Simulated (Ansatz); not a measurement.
# Single-point calculation, with input and output: HfO2 (part 2 of 2)

Continued. System: HfO2 (slab, 24 atoms in the cell). Method: DFT PBE+D3(BJ), scalar-relativistic, plane waves, PAW, no spin polarisation (Ansatz 0.2.0); cutoff 420 eV, 3×3×1 k-mesh, Gaussian smearing of 0.05 eV. The structure derives from an entry of the Crystallography Open Database. It belongs to a series of runs on one base structure; here: the slab at its places in the relaxed adsorbed structure.

Geometry of the input (Å; fractional positions):
```
5.1261  0.0000  0.0000
0.0000  5.2022  0.0000
0.0000  0.0000  28.6272
O  0.6348  0.2419  0.2795
O  0.5361  0.7581  0.2871
O  0.1832  0.3358  0.3122
Hf 0.8445  0.5424  0.3213
Hf 0.4119  0.0424  0.3366
O  0.0731  0.8358  0.3458
O  0.7203  0.2581  0.3709
O  0.6216  0.7419  0.3785
O  0.2687  0.1642  0.4036
Hf 0.9300  0.9576  0.4127
Hf 0.4973  0.4576  0.4280
O  0.1586  0.6642  0.4371
O  0.8038  0.2448  0.4645
O  0.7060  0.7601  0.4742
O  0.3477  0.3302  0.4962
Hf 0.0184  0.5410  0.5030
Hf 0.5867  0.0517  0.5196
O  0.2445  0.8311  0.5325
O  0.8774  0.2724  0.5551
O  0.7830  0.7636  0.5690
O  0.4144  0.1927  0.5878
Hf 0.1116  0.9585  0.5967
Hf 0.6343  0.4799  0.6091
O  0.3230  0.6896  0.6289
```

### Output, continued
```
  k-point 0: bands = ["-61.6060", "-61.4847", "-61.4352", "-61.3648", "-60.6928", "-60.4805", "-59.1404", "-58.6947", "-30.6238", "-30.4899", "-30.4300", "-30.3358", "-30.3149", "-30.2687", "-30.2360", "-30.2002", "-30.1435", "-30.0988", "-30.0696", "-30.0410", "-29.5315", "-29.4926", "-29.4376", "-29.2451", "-29.2223", "-29.1874", "-28.0394", "-27.8634", "-27.7726", "-27.5509", "-27.4388", "-27.4159", "-18.7320", "-18.0066", "-17.6572", "-17.4894", "-17.4169", "-17.2399", "-16.9855", "-16.8819",
      "-16.5722", "-16.5147", "-15.9707", "-15.8748", "-15.2187", "-14.1208", "-13.4616", "-13.3145", "-11.5258", "-11.5206", "-11.4843", "-11.4758", "-11.4617", "-11.4494", "-11.4386", "-11.4097", "-11.3977", "-11.3727", "-11.3648", "-11.3504", "-11.3346", "-11.3185", "-11.3129", "-11.3120", "-11.2963", "-11.2953", "-11.2893", "-11.2813", "-11.2781", "-11.2322", "-11.2287", "-11.2181", "-11.2109", "-11.2001", "-11.1926", "-11.1871", "-10.5792", "-10.5743", "-10.5691", "-10.5611",
      "-10.5575", "-10.5411", "-10.5371", "-10.3596", "-10.3542", "-10.3502", "-10.3441", "-10.3372", "-10.3291", "-10.3283", "-9.0868", "-9.0781", "-9.0544", "-9.0322", "-9.0184", "-8.9515", "-8.9439", "-8.5783", "-8.5752", "-8.5709", "-8.5559", "-8.5483", "-8.5279", "-8.5198", "-6.0716", "-5.8948", "-5.4575", "-5.1842", "-5.1137", "-4.9245", "-4.8788", "-4.7412", "-4.4339", "-4.2142", "-3.9499", "-3.8452", "-3.7681", "-3.6994", "-3.5599", "-3.4330",
      "-3.3910", "-3.3558", "-3.1848", "-3.1321", "-2.7308", "-2.6638", "-2.5537", "-2.5433", "-2.3413", "-2.2090", "-2.1607", "-2.0530", "-1.8953", "-1.7633", "-1.7043", "-1.6665", "-1.5634", "-1.4297", "-1.3044", "-1.1007", "-0.9595", "-0.7987", "-0.4493", "-0.2635", "-0.1021", "0.4161", "0.7409", "0.8948", "1.2438", "1.4958", "1.5701", "1.9886", "2.4684", "3.0401", "3.5825", "3.8311", "3.9411", "4.2755", "4.3388", "4.5403",
      "4.6192", "4.7697", "4.8927", "5.1320", "5.3379", "5.5812", "5.6436", "5.7217", "5.9614", "6.0073", "6.1067", "6.3086", "6.4313", "6.5982", "6.8294", "6.9005", "7.0847", "7.1238", "7.2595", "7.2933", "7.4996", "7.6628", "7.8408"]
  k-point 1: bands = ["-61.6060", "-61.4848", "-61.4350", "-61.3650", "-60.6927", "-60.4806", "-59.1404", "-58.6947", "-30.5711", "-30.4773", "-30.4235", "-30.3534", "-30.3094", "-30.2800", "-30.2294", "-30.1977", "-30.1457", "-30.1299", "-30.0845", "-30.0670", "-29.5128", "-29.4651", "-29.4291", "-29.2730", "-29.2308", "-29.2127", "-28.0342", "-27.8463", "-27.7528", "-27.5664", "-27.4473", "-27.4406", "-18.4080", "-17.8597", "-17.7260", "-17.5708", "-17.4498", "-17.3321", "-17.0711", "-16.8221",
      "-16.5983", "-16.4610", "-16.1455", "-15.8829", "-15.2086", "-14.0269", "-13.5827", "-13.3805", "-11.5258", "-11.5188", "-11.4828", "-11.4776", "-11.4623", "-11.4468", "-11.4398", "-11.4129", "-11.3934", "-11.3725", "-11.3662", "-11.3476", "-11.3338", "-11.3170", "-11.3118", "-11.3093", "-11.2999", "-11.2979", "-11.2899", "-11.2801", "-11.2779", "-11.2323", "-11.2280", "-11.2194", "-11.2138", "-11.2006", "-11.1946", "-11.1866", "-10.5774", "-10.5742", "-10.5708", "-10.5617",
      "-10.5577", "-10.5410", "-10.5361", "-10.3595", "-10.3540", "-10.3508", "-10.3460", "-10.3393", "-10.3281", "-10.3269", "-9.0858", "-9.0782", "-9.0545", "-9.0321", "-9.0179", "-8.9533", "-8.9458", "-8.5766", "-8.5745", "-8.5721", "-8.5592", "-8.5470", "-8.5278", "-8.5191", "-5.7607", "-5.6200", "-5.3749", "-5.2376", "-4.9903", "-4.8671", "-4.7739", "-4.5940", "-4.4422", "-4.3651", "-4.2023", "-3.8984", "-3.7581", "-3.6968", "-3.4612", "-3.3921",
      "-3.3226", "-3.2477", "-3.1025", "-3.0161", "-2.9009", "-2.7621", "-2.6694", "-2.5415", "-2.3817", "-2.2142", "-2.1755", "-2.1202", "-2.0065", "-1.9436", "-1.8025", "-1.7819", "-1.6615", "-1.5577", "-1.3861", "-1.1519", "-0.9792", "-0.6384", "-0.4374", "-0.2892", "0.0008", "0.3600", "0.5554", "0.8881", "1.2573", "1.4120", "1.8058", "1.8639", "2.2258", "2.8635", "3.3774", "3.9063", "4.1585", "4.2950", "4.3609", "4.6349",
      "4.8258", "4.9488", "5.1007", "5.2194", "5.2542", "5.4938", "5.6551", "5.8443", "5.9114", "6.0714", "6.2588", "6.4566", "6.5905", "6.6707", "6.7384", "6.9459", "7.0359", "7.2065", "7.3295", "7.4584", "7.5780", "7.6674", "7.7779"]
  k-point 2: bands = ["-61.6059", "-61.4848", "-61.4352", "-61.3649", "-60.6928", "-60.4805", "-59.1404", "-58.6947", "-30.5742", "-30.4874", "-30.4234", "-30.3484", "-30.3110", "-30.2756", "-30.2337", "-30.1940", "-30.1594", "-30.1160", "-30.0835", "-30.0687", "-29.5120", "-29.4649", "-29.4271", "-29.2736", "-29.2336", "-29.2100", "-28.0343", "-27.8466", "-27.7558", "-27.5647", "-27.4455", "-27.4399", "-18.4206", "-17.8514", "-17.6429", "-17.5970", "-17.4199", "-17.3486", "-17.0994", "-16.8438",
      "-16.5950", "-16.4637", "-16.0720", "-15.9111", "-15.2340", "-13.9916", "-13.6522", "-13.3204", "-11.5254", "-11.5189", "-11.4834", "-11.4785", "-11.4626", "-11.4489", "-11.4414", "-11.4120", "-11.3912", "-11.3716", "-11.3656", "-11.3466", "-11.3346", "-11.3174", "-11.3133", "-11.3110", "-11.2991", "-11.2958", "-11.2904", "-11.2827", "-11.2763", "-11.2323", "-11.2280", "-11.2195", "-11.2128", "-11.2026", "-11.1965", "-11.1827", "-10.5777", "-10.5746", "-10.5688", "-10.5653",
      "-10.5568", "-10.5413", "-10.5351", "-10.3602", "-10.3540", "-10.3504", "-10.3459", "-10.3393", "-10.3287", "-10.3256", "-9.0862", "-9.0787", "-9.0540", "-9.0328", "-9.0167", "-8.9537", "-8.9455", "-8.5766", "-8.5747", "-8.5715", "-8.5603", "-8.5477", "-8.5274", "-8.5186", "-5.9357", "-5.7816", "-5.4043", "-5.2588", "-5.1125", "-4.9878", "-4.8162", "-4.6703", "-4.4267", "-4.3338", "-4.1945", "-3.9199", "-3.7771", "-3.6771", "-3.5788", "-3.4028",
      "-3.2590", "-3.1499", "-3.0637", "-2.9615", "-2.8539", "-2.6960", "-2.5561", "-2.4840", "-2.4030", "-2.3275", "-2.1590", "-2.0574", "-1.9802", "-1.8967", "-1.7537", "-1.6307", "-1.5710", "-1.4757", "-1.3486", "-1.0164", "-0.7942", "-0.6950", "-0.5148", "-0.3272", "-0.1910", "0.4049", "0.5856", "0.9920", "1.3019", "1.5630", "1.8434", "1.9202", "2.4053", "3.0384", "3.2231", "3.5797", "3.6643", "4.1820", "4.2647", "4.5306",
      "4.6492", "4.9195", "5.0162", "5.1325", "5.3367", "5.6021", "5.7082", "5.8921", "6.0595", "6.1703", "6.2429", "6.4565", "6.5894", "6.6553", "6.7734", "6.8785", "7.0865", "7.2979", "7.3899", "7.5078", "7.6146", "7.6342", "7.7684"]
  k-point 4: bands = ["-61.6058", "-61.4848", "-61.4351", "-61.3650", "-60.6928", "-60.4806", "-59.1403", "-58.6948", "-30.6357", "-30.5011", "-30.3943", "-30.3502", "-30.3016", "-30.2728", "-30.2266", "-30.1936", "-30.1590", "-30.1183", "-30.0793", "-30.0416", "-29.5253", "-29.4856", "-29.4283", "-29.2662", "-29.2241", "-29.1898", "-28.0393", "-27.8665", "-27.7582", "-27.5478", "-27.4430", "-27.4304", "-18.3659", "-17.9380", "-17.7053", "-17.5877", "-17.4436", "-17.2706", "-17.1168", "-16.7997",
      "-16.5918", "-16.4719", "-16.0828", "-15.9402", "-15.2343", "-13.8762", "-13.7013", "-13.3784", "-11.5261", "-11.5210", "-11.4851", "-11.4763", "-11.4620", "-11.4484", "-11.4381", "-11.4088", "-11.3937", "-11.3720", "-11.3664", "-11.3523", "-11.3358", "-11.3187", "-11.3121", "-11.3097", "-11.3011", "-11.2972", "-11.2909", "-11.2812", "-11.2783", "-11.2321", "-11.2286", "-11.2197", "-11.2116", "-11.2072", "-11.1961", "-11.1867", "-10.5769", "-10.5746", "-10.5699", "-10.5638",
      "-10.5585", "-10.5411", "-10.5358", "-10.3598", "-10.3543", "-10.3512", "-10.3460", "-10.3409", "-10.3318", "-10.3278", "-9.0855", "-9.0786", "-9.0546", "-9.0323", "-9.0174", "-8.9531", "-8.9470", "-8.5771", "-8.5755", "-8.5722", "-8.5619", "-8.5501", "-8.5277", "-8.5179", "-5.6591", "-5.4223", "-5.2930", "-5.1665", "-5.0752", "-4.8435", "-4.6404", "-4.5761", "-4.4482", "-4.2569", "-3.8936", "-3.8466", "-3.7183", "-3.6584", "-3.6134", "-3.4666",
      "-3.3292", "-3.2191", "-3.1392", "-3.0523", "-2.9259", "-2.7253", "-2.6971", "-2.5791", "-2.4608", "-2.3213", "-2.2725", "-2.1810", "-2.0045", "-1.8846", "-1.8552", "-1.7769", "-1.6565", "-1.4983", "-1.4179", "-1.1989", "-1.0264", "-0.9093", "-0.6718", "-0.3026", "0.0832", "0.3720", "0.6169", "0.9269", "1.1755", "1.3725", "1.7989", "1.9680", "2.0089", "2.6926", "3.1023", "3.7072", "3.8891", "4.0349", "4.3649", "4.5957",
      "4.7230", "4.8757", "5.0627", "5.1728", "5.3588", "5.5355", "5.6352", "5.7943", "5.8821", "6.1018", "6.3544", "6.5000", "6.6208", "6.6609", "6.8225", "6.9376", "7.1851", "7.3071", "7.4615", "7.6446", "7.7128", "7.7630", "8.0129"]
```

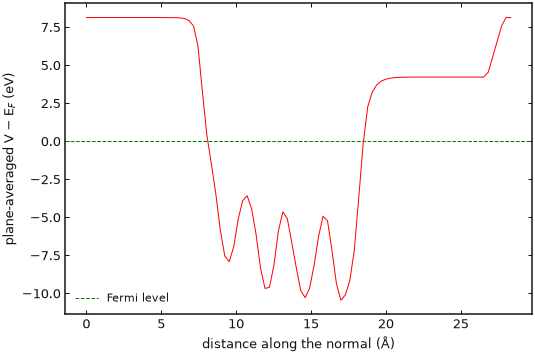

**Figure 1.** Plane average of the electrostatic potential energy of an electron across the cell, from the Fermi level. The vacuum level lies 4.22 eV above the Fermi level on the upper side and 8.13 eV on the lower.

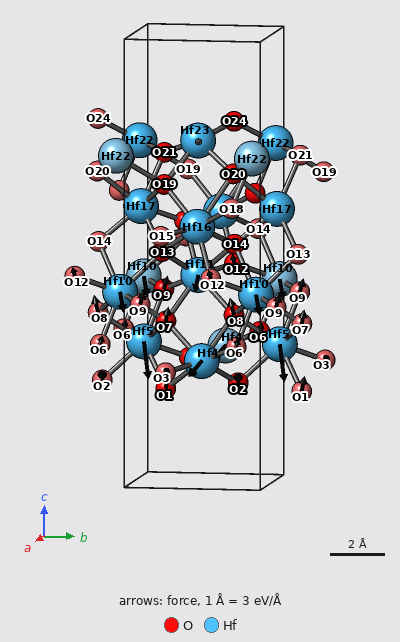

**Figure 2.** Forces on the atoms as black arrows (ball-and-stick view of the cell of the calculation, with the vacuum cut short, seen slightly off an axis; neighbours outside the cell are drawn fainter; atoms are numbered from 1 in the order of the input); the smallest are left out. The largest act on Hf5 (4.36 eV/Å); Hf4 (2.85 eV/Å); Hf10 (2.42 eV/Å); O8 (2.05 eV/Å), among others. The geometry is not a stationary point of this energy.

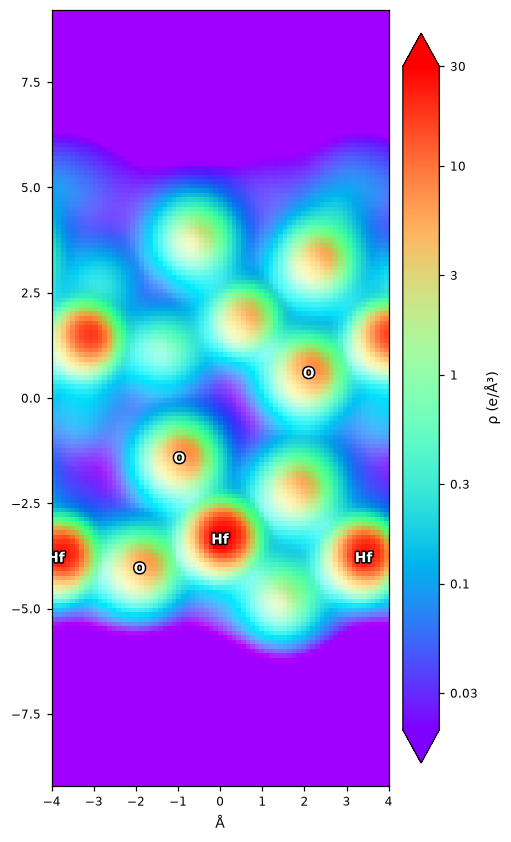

**Figure 3.** Valence charge density (pseudo) on the (110) plane of the calculation cell, a cut from vacuum to vacuum. The section cuts through O and Hf sites. Hf–O (2.06 Å): ρ is about 0.83 e/Å³ halfway. Hf–O (2.15 Å): ρ is about 0.63 e/Å³ halfway. The density dies away to nearly zero in the vacuum. Core electrons are frozen (PAW), so the fields are smoothed inside the atomic spheres.
